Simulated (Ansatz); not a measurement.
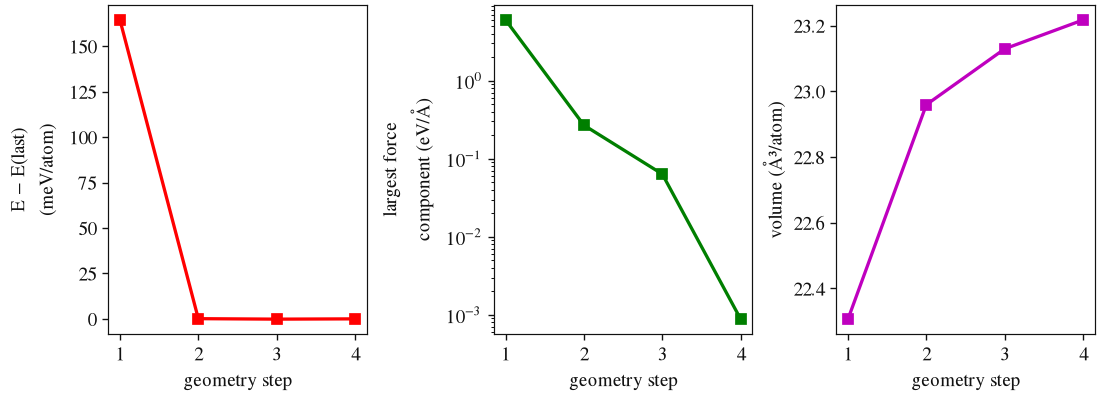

History of a geometry optimisation. Atoms and cell relax. A closing SCF on a freshly chosen basis isn't drawn.

- system: CO (P2_13, 8 atoms in the cell)
- method: DFT PBEsol, scalar-relativistic, plane waves, PAW in Ansatz; cutoff 420 eV, 4×4×4 k-mesh, Gaussian smearing of 0.1 eV

### How did the optimisation end?

The optimisation met its thresholds at geometry 4, counting the start as the first. The energy fell by about 160 meV/atom from the first step to the last. The largest force component goes from about 6 eV/Å at the start to 9 × 10⁻⁴ eV/Å at the end.

### What happens to the cell?

The volume grows from 22.31 to 23.22 Å³ per atom (+4.1 %). The start was compressed.
